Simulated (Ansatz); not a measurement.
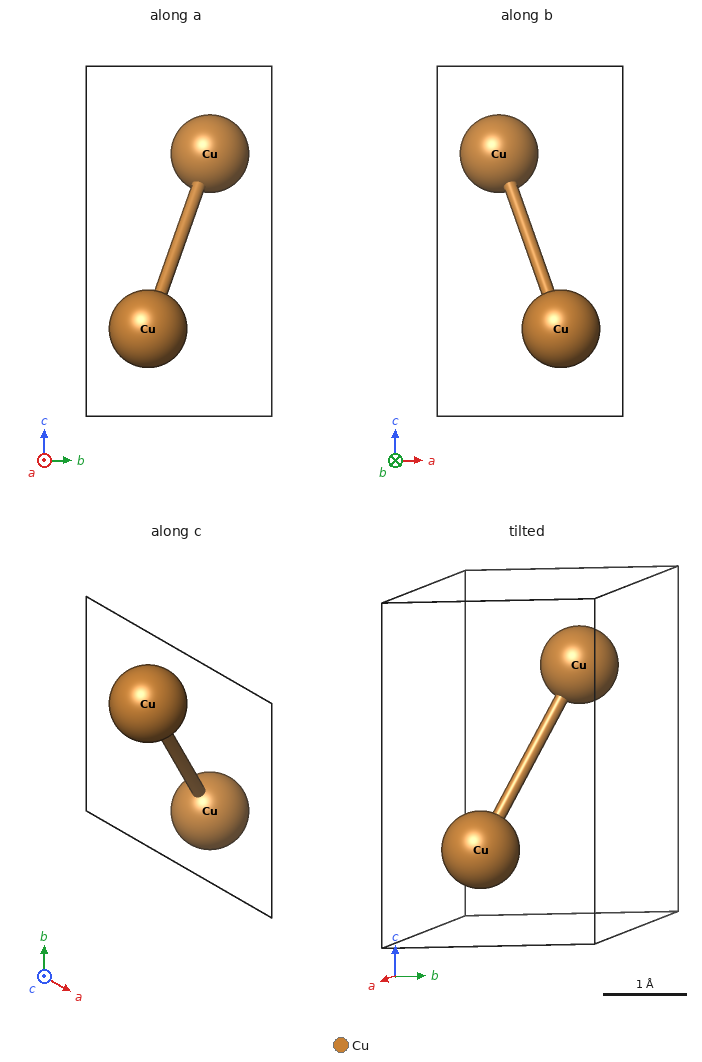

Drawn in the ball-and-stick manner and seen along the a axis, along the b axis, along the c axis and slightly off an axis. The edges of the conventional unit cell are marked.

Lattice parameters: a = 2.5989 Å, b = 2.5989 Å, c = 4.2463 Å, α = 90.000°, β = 90.000°, γ = 120.000°.

Q: From the views, write a CIF with its space group and independent sites.

A:
```cif
data_structure
_symmetry_space_group_name_H-M 'P 63/m m c'
_symmetry_Int_Tables_number 194
_cell_length_a 2.5989
_cell_length_b 2.5989
_cell_length_c 4.2463
_cell_angle_alpha 90.000
_cell_angle_beta 90.000
_cell_angle_gamma 120.000
_cell_volume 24.84
loop_
_atom_site_label
_atom_site_type_symbol
_atom_site_symmetry_multiplicity
_atom_site_Wyckoff_symbol
_atom_site_fract_x
_atom_site_fract_y
_atom_site_fract_z
_atom_site_occupancy
Cu1 Cu 2 d 0.3333 0.6667 0.7500 1
```

Its origin is a structure type filled with this element by a generator (whether the element takes this form wasn't checked). The picture shows the end point of a geometry optimisation with Ansatz 0.2.0, DFT, RPBE, plane waves (420 eV) with PAW, scalar-relativistic.
